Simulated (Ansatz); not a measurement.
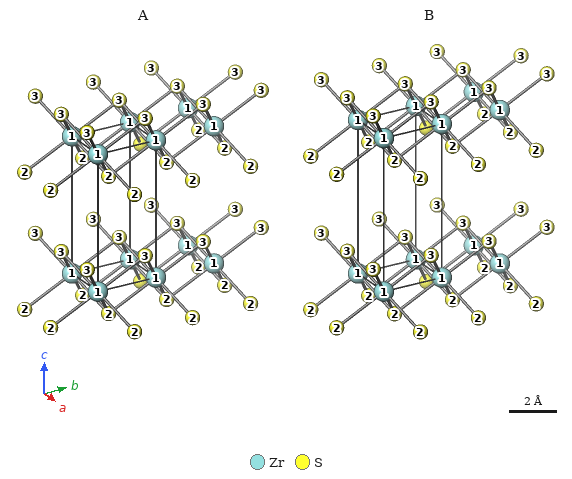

Two geometries of solid ZrS$_{2}$ (set up in P-3m1), drawn at one scale. One is the start of a relaxation, the other its converged end. A ball-and-stick model of the cell of the calculation, repeated 1 × 2 × 1 with one cell outlined, seen slightly off an axis.

Method: DFT PBE, scalar-relativistic, plane waves, PAW in Ansatz. Set-up: plane-wave cutoff 420 eV; k-point mesh 9 × 9 × 6; occupations gaussian; smearing width 0.02 eV; no spin polarisation; cell and atoms relaxed; force threshold 0.005 eV/Å; at most 80 steps.

**Which one is relaxed?**

Structure B is the relaxed one. The largest moves relative to the cell, 0.16 Å, are those of S2 and S3. S2 goes along +c. Zr stays in place. The drawn cell changes as follows: a = b 3.691 → 3.686 Å (−0.2 %), c 6.041 → 6.757 Å (+11.9 %); the volume changes by +11.5 %. The space group stays P-3m1 (No. 164). After 7 accepted moves (9 points after the start) the energy has fallen by 16.2 meV per cell of the calculation. Largest force component: 0.045 eV/Å at the start, 0.00082 eV/Å at the end. The pressure goes from 0.48 to 0.00 GPa. At 2 points the geometry stayed and the basis and grid were re-selected for the new cell (energy shift of 1.3 meV per cell of the calculation at most each time). The run took 6.9 s on 4 threads of Intel(R) Xeon(R) 6975P-C (Granite Rapids), on a shared host, peak memory 0.45 GiB.
